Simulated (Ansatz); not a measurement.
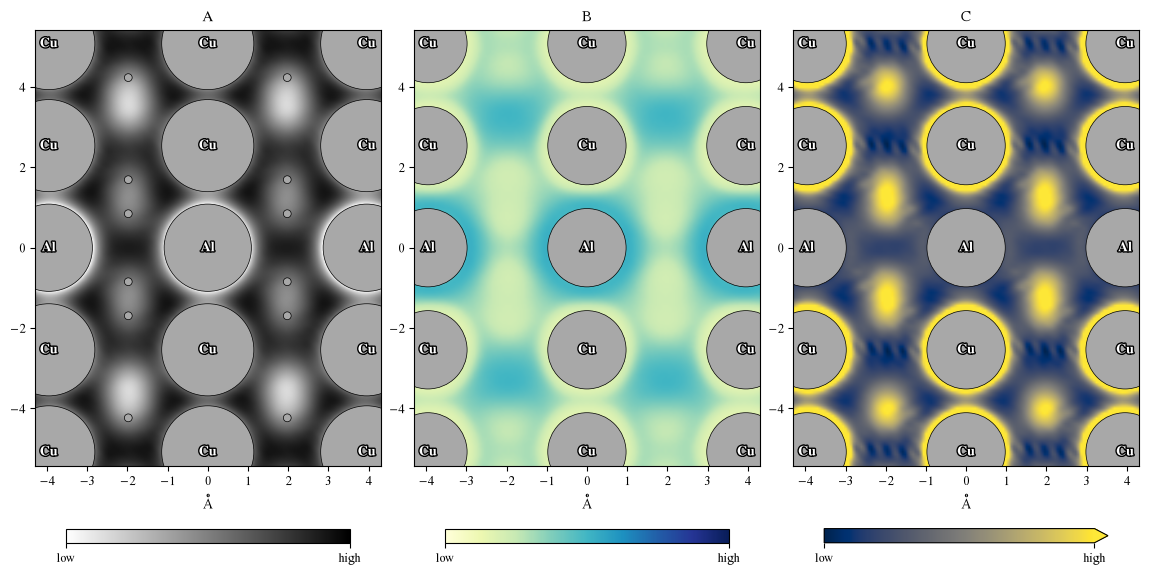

AlCu3: 3 fields on the (100) plane of the conventional cell, with unlabelled colour scales. Grey discs cover the atomic cores.

Space group R-3m; a structure from a database of computed crystals, not necessarily the ambient phase; changed on purpose from its base cell (biaxial strain in the a-b plane, c and atoms relaxed: -3.0 %); computed pressure about 8 GPa in this cell; computed without spin polarisation.

The calculation used DFT PBEsol, scalar-relativistic, plane waves, PAW in Ansatz 0.2.0.

> Which field does each panel show? The fields are: electron localisation function, electrostatic potential energy of an electron and valence pseudo-density.

Panel A: electrostatic potential energy of an electron (low next to the atoms, rising into the space between them). Panel B: electron localisation function. Panel C: valence pseudo-density. From the grid: Cu–Cu (2.54 Å): ρ is about 0.29 e/Å³ halfway; the ELF is about 0.25 at the midpoint; no shared electron pair shows on this line. Al–Cu (2.54 Å): ρ at the midpoint is about 0.27 e/Å³; the ELF is about 0.40 at the midpoint.
